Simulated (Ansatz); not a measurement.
# Σ9 (114) boundary in bcc Ta with Zr (substitutional): structure and resistance, part 2 of 2

Aim: the relaxed structure and the specific resistance of the Σ9 (114) boundary in bcc Ta with Zr (substitutional).

Ansatz 0.2.0; Ansatz plane-wave DFT, PBE, PAW files; relaxation of a bicrystal slab with its lowest layers held; PAW set soft_1 (the session's first sound run).

So far. Step 2 (Relaxing the bicrystal): The largest force component on a free atom ends at 0.014 eV/Å, under the tolerance of 0.03, after 20 steps.

## Step 3: Transmission across the boundary

This step: Ansatz plane-wave DFT, PBE, PAW files; ballistic transport by layer matching (Landauer), zero bias; boundary relaxed in a short slab, bulk layers laid on; PAW set soft_1 (Ansatz 0.2.0).

System of this step: Σ9 (114) boundary in bcc Ta with Zr (substitutional). The cell holds 55 atoms: 54 Ta and 1 Zr. Cell: a = 5.477 Å, b = 4.671 Å, c = 50.622 Å, α = 90.0°, β = 90.0°, γ = 64.8°. It derives from Ta. Regions: lower grain, 22 atoms (22 Ta); boundary, 15 atoms (14 Ta and 1 Zr); upper grain, 18 atoms (18 Ta). Vacuum lies along c.

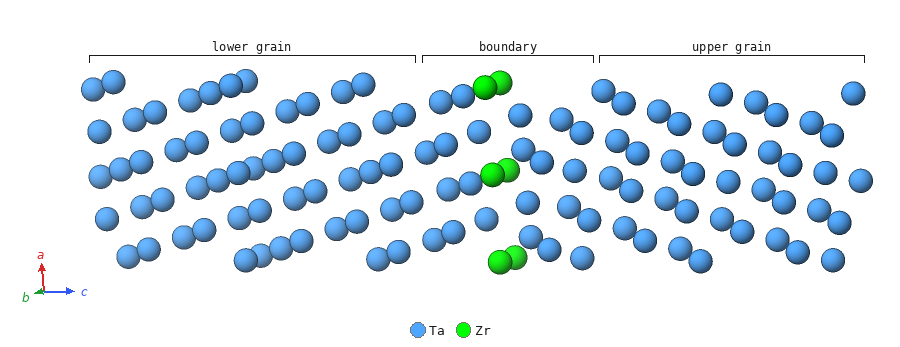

The cell of this step (tantalum blue, zirconium green). 2×1×1 cells are drawn. Some periodic images of atoms are drawn too.

input.yaml

```yaml
crystal:
  lattice:
    - [5.4766761838, 0.0, 0.0]
    - [1.9915186123, 4.2246489468, 0.0]
    - [0.0, 0.0, 50.6223100842]
  atoms:
    - { symbol: Ta, position: [-16.1111111112, 8.0555555554, 0.0790165442] }
    - { symbol: Ta, position: [-15.5555555557, 7.7777777776, 0.0943935757] }
    - { symbol: Ta, position: [-15.0000000001, 7.4999999998, 0.1097706072] }
    - { symbol: Ta, position: [-14.4444444445, 7.2222222221, 0.1251476387] }
    - { symbol: Ta, position: [-13.888888889, 6.9444444443, 0.1405246702] }
    - { symbol: Ta, position: [-13.3333333334, 6.6666666665, 0.1559017017] }
    - { symbol: Ta, position: [-12.7777777779, 6.3888888888, 0.1712787332] }
    - { symbol: Ta, position: [-12.2222222223, 6.111111111, 0.1866557647] }
    - { symbol: Ta, position: [-11.6666666667, 5.8333333332, 0.2020327962] }
    - { symbol: Ta, position: [-11.1111111112, 5.5555555555, 0.2174098277] }
    - { symbol: Ta, position: [-10.5555555556, 5.2777777777, 0.2327868592] }
    - { symbol: Ta, position: [-10.0000000001, 4.9999999999, 0.2481638907] }
    - { symbol: Ta, position: [-9.4444444445, 4.7222222221, 0.2635409222] }
    - { symbol: Ta, position: [-8.8888888889, 4.4444444444, 0.2789179537] }
    - { symbol: Ta, position: [-8.3333333334, 4.1666666666, 0.2942949852] }
    - { symbol: Ta, position: [-7.7777777778, 3.8888888888, 0.3096720168] }
    - { symbol: Ta, position: [-7.2222222223, 3.6111111111, 0.3250490483] }
    - { symbol: Ta, position: [-6.6666666667, 3.3333333333, 0.3404260798] }
    - { symbol: Ta, position: [-6.1111111111, 3.0555555555, 0.3558031113] }
    - { symbol: Ta, position: [-5.5555555556, 2.7777777778, 0.3711801428] }
    - { symbol: Ta, position: [-5.0, 2.5, 0.3865571743] }
    - { symbol: Ta, position: [-4.4444444445, 2.2222222222, 0.4019342058] }
    - { symbol: Ta, position: [0.1111111111, 0.9444444444, 0.4173112373] }
    - { symbol: Ta, position: [0.6660877762, 0.6669561119, 0.4314814392] }
    - { symbol: Ta, position: [0.2223388754, 0.3888305623, 0.4486509674] }
    - { symbol: Ta, position: [0.7862153889, 0.1068923056, 0.4642445933] }
    - { symbol: Ta, position: [0.338169492, 0.830915254, 0.4779462947] }
    - { symbol: Ta, position: [0.8822571888, 0.5588714056, 0.4970667958] }
    - { symbol: Ta, position: [0.4584123664, 0.2707938168, 0.5064473297] }
    - { symbol: Zr, position: [0.0078050737, -0.0039025369, 0.5297677896] }
    - { symbol: Ta, position: [1.2644650191, 0.3677674904, 0.5554972139] }
    - { symbol: Ta, position: [0.673763232, 0.663118384, 0.5604768143] }
    - { symbol: Ta, position: [1.1516657243, -0.0758328622, 0.5843443853] }
    - { symbol: Ta, position: [0.6052177404, 0.1973911298, 0.5978366518] }
    - { symbol: Ta, position: [1.0354361331, 0.4822819334, 0.6124566205] }
    - { symbol: Ta, position: [0.4858448671, 0.7570775665, 0.6284125736] }
    - { symbol: Ta, position: [0.929523599, 0.0352382005, 0.6441968887] }
    - { symbol: Ta, position: [-4.6260319566, 2.3130159783, 0.6595739202] }
    - { symbol: Ta, position: [-5.1815875122, 2.5907937561, 0.6749509517] }
    - { symbol: Ta, position: [-5.7371430677, 2.8685715338, 0.6903279832] }
    - { symbol: Ta, position: [-6.2926986233, 3.1463493116, 0.7057050148] }
    - { symbol: Ta, position: [-6.8482541788, 3.4241270894, 0.7210820463] }
    - { symbol: Ta, position: [-7.4038097344, 3.7019048671, 0.7364590778] }
    - { symbol: Ta, position: [-7.95936529, 3.9796826449, 0.7518361093] }
    - { symbol: Ta, position: [-8.5149208455, 4.2574604227, 0.7672131408] }
    - { symbol: Ta, position: [-9.0704764011, 4.5352382004, 0.7825901723] }
    - { symbol: Ta, position: [-9.6260319566, 4.8130159782, 0.7979672038] }
    - { symbol: Ta, position: [-10.1815875122, 5.090793756, 0.8133442353] }
    - { symbol: Ta, position: [-10.7371430677, 5.3685715338, 0.8287212668] }
    - { symbol: Ta, position: [-11.2926986233, 5.6463493115, 0.8440982983] }
    - { symbol: Ta, position: [-11.8482541789, 5.9241270893, 0.8594753298] }
    - { symbol: Ta, position: [-12.4038097344, 6.2019048671, 0.8748523613] }
    - { symbol: Ta, position: [-12.95936529, 6.4796826448, 0.8902293928] }
    - { symbol: Ta, position: [-13.5149208455, 6.7574604226, 0.9056064243] }
    - { symbol: Ta, position: [-14.0704764011, 7.0352382004, 0.9209834558] }
kpoints:
  mp_grid: { grid: [6, 6, 1] }
hamiltonian:
  xc: pbe
  pseudopotentials: { kind: paw, azcp: { folder: soft_1 } }
scf:
  occupations: { method: fermi_dirac, width: 0.1 }
output:
  transmission:
    leads: [[12, 13], [44, 45]]
    kmesh: [16, 16]
    e_range: [-0.1, 0.1]
    de: 0.05
  write_potential: true
  write_density: true
  volumetric_format: npy
  elf: true
```

Launch:

```console
$ ansatz run input.yaml --threads 4 --pin off --max-ram 15360MiB --backend cpu --events-out ev --progress --plain --runs-dir out
```

Numbers of over 12 decimals in the logs are rounded to 6 here.

Output:

```text
[...]
Crystal: 55 atoms, lattice volume = 1171.250 Å³
Basis set: ecut = 420 eV, 22875 PW (Γ)
Bands: 429, of which v1, the nominal top of the filled ones, is band 357 counted from 1 (356 counted from 0)
Symmetry: 2 space group operations
[...]
k-points: 13 of 36 (time reversal used)
[...]
SCF iter   1: F=—  HF=-540590.652898 eV  |F-HF|=—  |Δ(HF+E_count)|=         —  Δρ=5.19e-2  dr2=1.42e3  ethr=3.10e-3  ⟨swp⟩=8.5  Hψ=24821  notcnv=0  defer=40
[...]
SCF iter  12: F=-540568.795974 eV  HF=-540568.795974 eV  |F-HF|=8.61e-9  |Δ(HF+E_count)|=   3.60e-8  Δρ=8.66e-7  dr2=2.59e-8  ethr=1.40e-11  ⟨swp⟩=28.2  Hψ=22122  notcnv=0
SCF 1 converged in 12 iterations: F = -540568.795974 eV  dr2 = 2.59e-8
[...]
transmission: 519 of 5183 steps passed
transmission: 1037 of 5183 steps passed
[...]
transmission: 5183 of 5183 steps passed
WARN: The output density's exchange-correlation potential varies sharply where the density is thin. Do not read a vacuum level from v_tot or v_xc, or from such a field of the output density. On a cell that repeats whose density bears no net charge and no dipole along the vacuum's axis use v_es (v_loc + v_h of the components); under efield.dipole_correction with no amplitude use v_es + v_field, which holds any externa [...]
SCF converged after 12 iterations
Free energy (F): -540568.795974 eV
[...]
Internal energy: -540566.384985 eV  (E = F + TS)
E sigma→0 (E₀):  -540567.590479 eV
Entropy (-TS):   -2.410989 eV (-43.836 meV/atom)
Fermi energy:    15.220088 eV
[...]
--- Band table (eV; the first three rows and the last of 13) ---
  k-point 0: bands = [... 353 lower, 15.3593, 15.3636, 15.3738, 15.3845, 15.4081, 15.4368, 15.4754, 15.5140, ... 68 higher]
  k-point 1: bands = [... 353 lower, 15.2702, 15.2975, 15.3156, 15.3412, 15.3593, 15.3775, 15.3920, 15.4105, ... 68 higher]
  k-point 2: bands = [... 353 lower, 15.1228, 15.1449, 15.1705, 15.1927, 15.2120, 15.2473, 15.2763, 15.2883, ... 68 higher]
  k-point 12: bands = [... 353 lower, 14.9355, 14.9372, 14.9518, 14.9817, 15.0166, 15.0192, 15.0549, 15.0995, ... 68 higher]
--- Transmission ---
  basis      : 207 plane waves across, 71 finite elements along
  points     : 73, standing for a mesh of 16 x 16
  energies   : 5 from -0.100000 to 0.100000 eV about the Fermi level, 0.050000 eV apart; the leads are filled to 0.000000 eV, and channels, transmission and decay are at 0.000000 eV
  crystal 0  : Ta3, at the sites [12, 13], period 2.3353 Å, over 17.90 Å; its Hamiltonian steps by up to 25.8 meV: too much for a lead, lay more layers or, if its atoms are ordered, name the step of that order
    offset         : up to 0.0000 Å between an atom of the period and one for which it stands
    channels       : 5.363281e0 a spin
    conductance    : none, the energies end too early or step too widely for 300 K: set another output.transmission.e_range or a lower de, or, where they end at an eighth of basis.ecutwfc, a higher one
[...]
channels       : 5.316406e0 a spin
[...]
junction   : crystal 0 to crystal 1, 12.64 to 37.36 Å
    transmission   : 2.221037e0 a spin
[...]
```

Wall time 26 min (4 threads of Arm Neoverse V1, shared host); peak memory 12 GiB.

Numbers from this step:

```yaml
free_energy: -540568.7960 eV
energy_at_zero_smearing: -540567.5905 eV
fermi_energy: 15.22 eV
cell_area: 23.14 Å²
transmission_per_spin_nearest_the_fermi_level: 2.221
open_channels_per_spin_nearest_the_fermi_level: 5.363
open_channels_per_spin_upper_lead: 5.316
step_of_the_lead_s_potential: 25.8 meV
step_of_the_upper_lead_s_potential: 25.2 meV
```

Per spin. The transmission, zone mean by energy, zero at the Fermi level:

```
energy (eV)  transmission, zone mean
    -0.1000                     2.34
    -0.0500                     2.29
     0.0000                     2.22
     0.0500                     2.18
     0.1000                     2.11
```

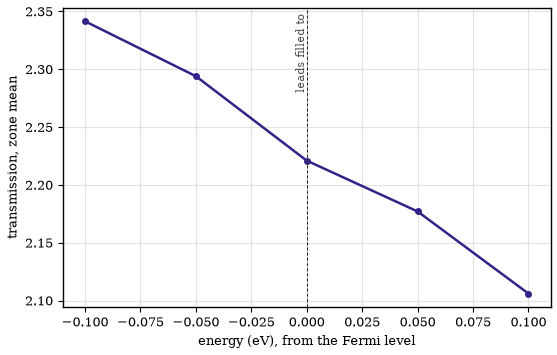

Transmission, zone mean, plotted against energy.

Per spin. Open channels, zone mean against energy, zero at the Fermi level:

```
energy (eV)  lead  upper lead
    -0.1000  5.74        5.74
    -0.0500  5.52        5.54
     0.0000  5.36        5.32
     0.0500  5.21        5.17
     0.1000  4.99        4.99
```

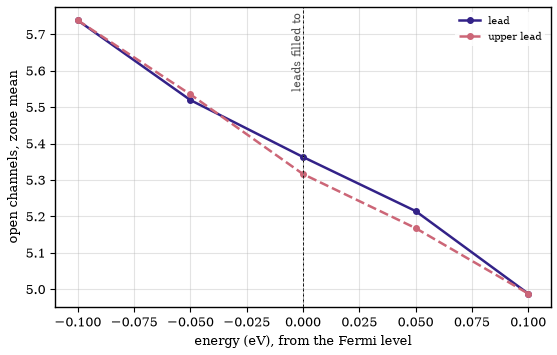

Open channels, zone mean against energy.

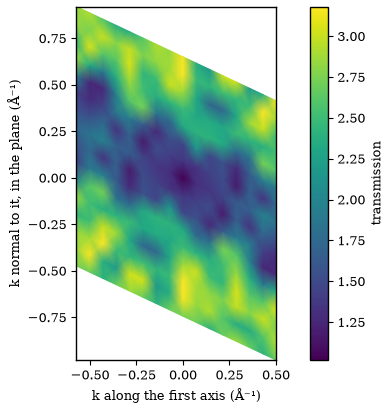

Transmission over k1 and k2. At 0.0000 eV from the Fermi level.

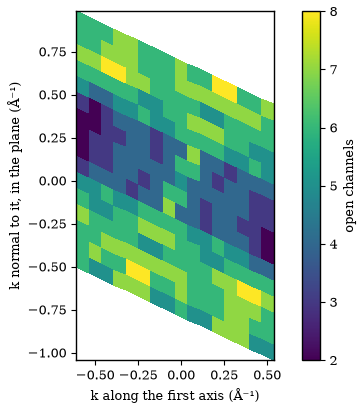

Open channels over k1 and k2. At 0.0000 eV from the Fermi level.

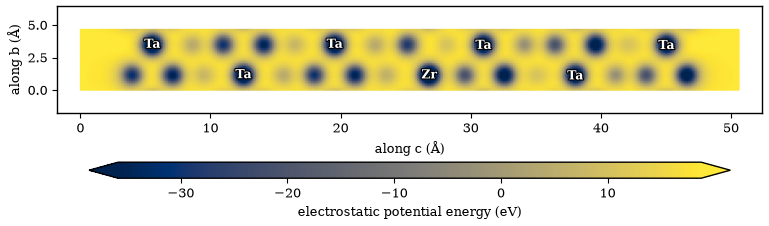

Electrostatic potential energy in the cb plane at fractional x = 0.008, with atoms of Ta and Zr within 0.2 Å of it. With pseudopotentials it is smooth inside the atoms' cores, unlike the true potential. The map starts off the cell's origin, so that atoms lie inside it.

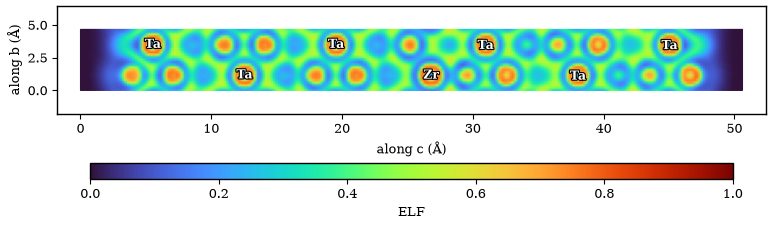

ELF in the cb plane at fractional x = 0.008, with atoms of Ta and Zr within 0.2 Å of it. It is the smooth field of the valence electrons, not physical close to the nuclei. The map starts off the cell's origin, so that atoms lie inside it.

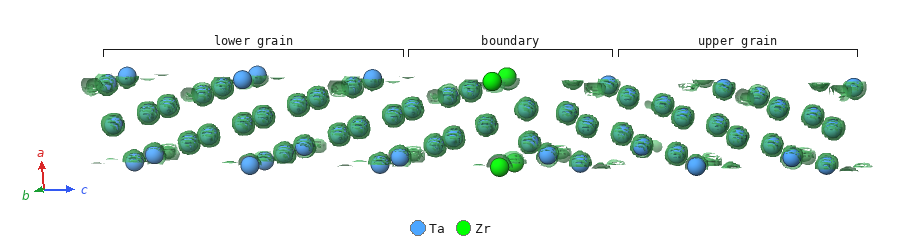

Surface of ELF = 0.72.

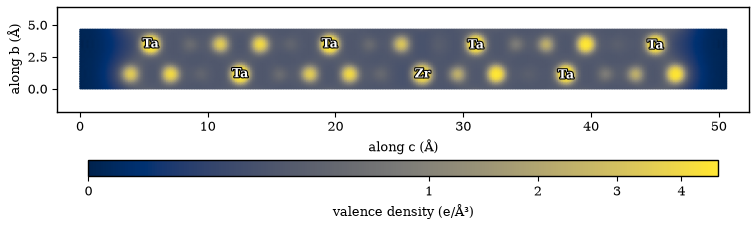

Valence density in the cb plane at fractional x = 0.008, with atoms of Ta and Zr within 0.2 Å of it. It is the smooth field of the valence electrons, not physical close to the nuclei. The map starts off the cell's origin, so that atoms lie inside it. The colour scale is stretched toward low values.

Over the solved energies the transmission per spin lies between 2.11 and 2.34, out of 5.36 channels of the lead on average (up to 5.74). The log calls the step of a lead's potential too much.

## Step 4: Specific resistance

This step: Ansatz plane-wave DFT, PBE, PAW files; ballistic transport by layer matching (Landauer), zero bias; specific resistance of the boundary; PAW set soft_1 (Ansatz 0.2.0).

This step gave:

| Item | Value |
| --- | --- |
| area resistance | 0.7829 fΩ m² |
| T over the leads' mean channel count | 0.4159 |

Averaged over the energies near the Fermi level, 41.6 % of the channels pass, which makes 0.783 fΩ m².

By hand, with T and the leads' channels N averaged over the energies near the Fermi level: RA = A (h/2e²)(1/T − ½[1/N₁ + 1/N₂]) = 23.14×10⁻²⁰ m² × 12 906 Ω × (1/2.228 − ½[1/5.365 + 1/5.349]) = 0.783 fΩ m².

## Step 5: Outcome

| Quantity | Value |
| --- | --- |
| specific resistance of the boundary | 0.783 fΩ m² |
| share of channels that pass | 0.416 |

What this shows: The boundary has a specific resistance of 0.78 fΩ m². The boundary reflects 58 % of the channels; 0.78 fΩ m² is 7.8×10⁻¹² Ω·cm². That equals the resistance of 5.8 nm of bulk Ta at 300 K (measured 13.5 µΩ cm, CRC Handbook of Chemistry and Physics, 84th ed., 2003, Electrical Resistivity of Pure Metals). One Zr in 23.1 Å² of boundary is a high coverage. In the relaxation the upper grain slid sideways by about 1.8 Å, so the result belongs to the position that it found, not to the starting one. Each plane of this narrow cell holds one atom, so the solute fills a whole plane. One starting structure was relaxed; another shift or atom count at the boundary may lie lower. Spin-orbit coupling is left out, which matters for Ta. A lead's potential steps by up to 26 meV from period to period, which the log calls too much, so longer leads could move the result.

[Logs are printed without paths, hosts, clocks, repeated set-up lines and the standing remarks that a program may print on its own settings, such as how far it seeks lower states.]

[Hosts, paths, dates, database ids (printed as entryN), source tags and the programs' standing remarks are cut or masked in the printed files.]
